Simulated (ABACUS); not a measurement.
# Nb: 7 runs along one coordinate

System: Nb (Fm-3m, 1 atom in the cell).
Method: Kohn-Sham DFT of a periodic cell, PBE, PseudoDojo NC SR 0.4.1 PBE standard, no spin polarisation (ABACUS 3.10.1).

The 7 runs differ only in the geometry, by an even scaling of the cell at fixed fractional positions. The structure derives from an entry of the Crystallography Open Database.

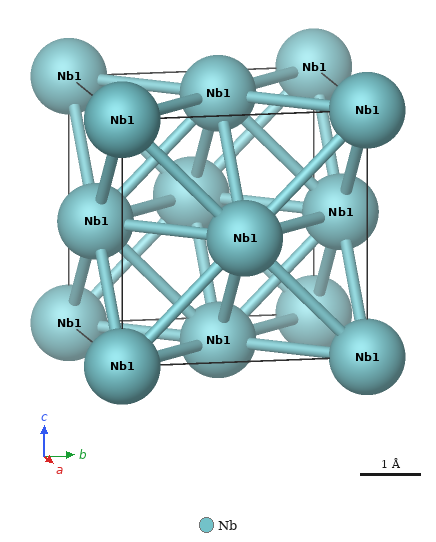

Figure 1. The structure of run 4 (ball-and-stick view of the cell 4 times as large as that of the calculation, set on its symmetry axes, seen slightly off an axis; atoms are numbered from 1 in the order of the input).

### Input file of run 4
```
INPUT_PARAMETERS
suffix              Nb
calculation         scf
basis_type          pw
pseudo_dir          ./
symmetry            1
dft_functional      pbe
ecutwfc             82
pseudo_rcut         10
nspin               1
nbands              11
ks_solver           dav
smearing_method     fd
smearing_sigma      0.00367493
scf_thr             1e-08
scf_nmax            100
mixing_type         broyden
mixing_beta         0.7
cal_force           1
cal_stress          1
kpar                4
```

### File STRU of run 4
```
ATOMIC_SPECIES
Nb 92.9064 Nb.upf

LATTICE_CONSTANT
1.8897261246

LATTICE_VECTORS
0.0000000000 2.1150000000 2.1150000000
2.1150000000 0.0000000000 2.1150000000
2.1150000000 2.1150000000 0.0000000000

ATOMIC_POSITIONS
Direct

Nb
0.0
1
0.0000000000 0.0000000000 0.0000000000 1 1 1
```

### File KPT of run 4
```
K_POINTS
0
Gamma
11 11 11 0 0 0
```

Command:
```bash
OMP_NUM_THREADS=1 mpirun -np 4 abacus > log
```

Run 6 differs from it as follows:
```diff
-0.0000000000 2.1150000000 2.1150000000
-2.1150000000 0.0000000000 2.1150000000
-2.1150000000 2.1150000000 0.0000000000
+0.0000000000 2.1428321391 2.1428321391
+2.1428321391 0.0000000000 2.1428321391
+2.1428321391 2.1428321391 0.0000000000
```

### Results, with one run withheld

| run | volume per atom (Å³) | free energy per atom, from the lowest run given (meV) | pressure (GPa) |
| --- | --- | --- | --- |
| 1 | 17.786 | 25.74 | 9.38 |
| 2 | 18.165 | 8.33 | 5.34 |
| 3 | 18.543 | 0.04 | 1.66 |
| 4 | 18.922 | 0.00 | −1.67 |
| 5 | 19.300 | 7.43 | −4.67 |
| 6 | 19.679 | ? | ? |
| 7 | 20.057 | 41.81 | −9.81 |

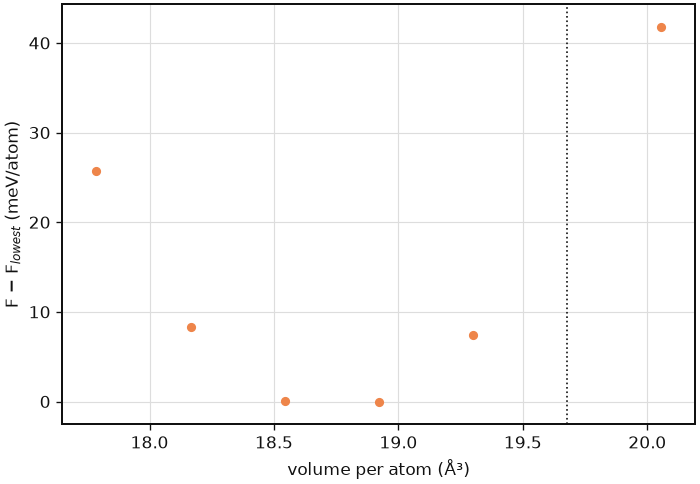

Figure 2. Free energy per atom of the runs given; the dotted line marks run 6.

What should run 6 give?

A cubic polynomial in V^(−2/3) (the Birch–Murnaghan form), fitted to the 6 runs given, misses them by at most 0.01 meV per atom. With x = V^(−2/3) − 0.14158 Å⁻², it reads F = −0.91105 − 419.53 x + 1.0735e+06 x² + 5857.6 x³ (meV per atom). At run 6 it gives 21.59 meV per atom, and the run itself gives 21.58. The slope of the fit gives a pressure −dF/dV of −7.33 GPa there, and the run prints −7.37 GPa. The fit has its minimum at 18.733 Å³ per atom, where V d²F/dV² gives 164 GPa: the bulk modulus at this level, since symmetry fixes the shape and the positions.

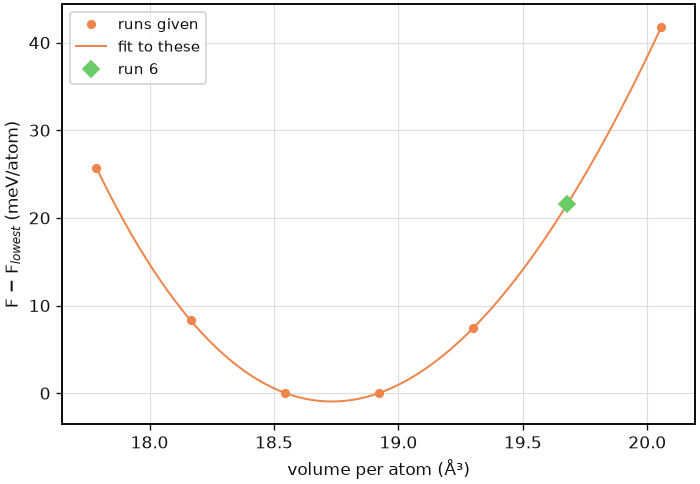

Figure 3. The fit and the withheld run.

### Some lines of the output (run 6)
```
[...]
                          Volume (Bohr^3) = 132.798
                             Volume (A^3) = 19.6786
 E_Fermi        1.2720492022         17.3071172868
 E_Fermi        1.2148311230         16.5286253810
 E_Fermi        1.2204396845         16.6049337748
 E_Fermi        1.2188047311         16.5826890926
 E_Fermi        1.2188779652         16.5836854939
 E_KS(sigma->0) -124.5461023132      -1694.5366551499
 E_Fermi        1.2188947742         16.5839141913
 final etot is -1694.5431833 eV
 EFERMI = 16.583914191 eV
 TOTAL-PRESSURE: -73.708209 KBAR
 !FINAL_ETOT_IS -1694.5431833473337520 eV
```
